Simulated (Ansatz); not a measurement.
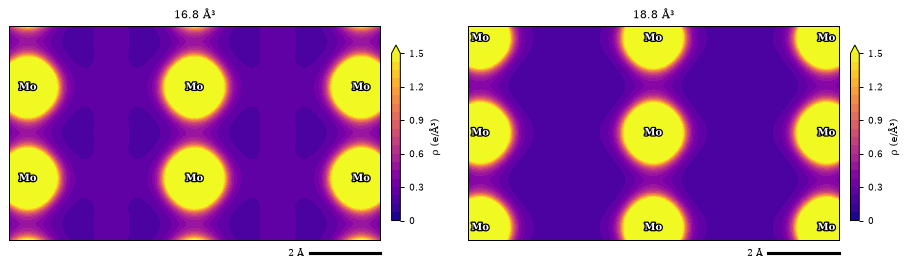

Mo. The valence electron density of cells scaled evenly to different volumes (given per atom above each panel), on the (100) plane of each (indices in the axes of the cell below), at one length scale and on one colour scale.

A generated structure, not necessarily the stable one; computed without spin polarisation.

Method: DFT, BLYP, plane waves (420 eV) with PAW, scalar-relativistic in Ansatz.

Core electrons are frozen (PAW), and the valence fields are smoothed inside the atomic spheres.

The largest cell:

```
Mo
1.0
     4.92091    0.00000    0.00000
    -2.46046    4.26164    0.00000
     0.00000    0.00000    2.69129
Mo
3
Direct
  0.00000 0.00000 0.00000
  0.33333 0.66667 0.50000
  0.66667 0.33333 0.50000
```

| volume (Å³/atom) | Mo–Mo contact in the plane (Å) | ρ at its midpoint (e/Å³) | pressure (GPa) | 
| --- | --- | --- | --- |
| 16.80 | 2.592 | 0.483 | 0.0 | 
| 17.47 | 2.626 | ? | ? | 
| 18.81 | 2.691 | 0.409 | −18.8 | 

What values belong in the row with question marks?

Over the known rows ln ρ falls by 1.68 per Å of Mo–Mo distance (the line through the two), which gives 0.456 e/Å³ at 2.626 Å; the calculation gives 0.454 e/Å³. For the pressure, a straight line in volume between the neighbouring rows gives −6.3 GPa; the calculation gives −7.7, lower because pressure rises ever faster on compression.
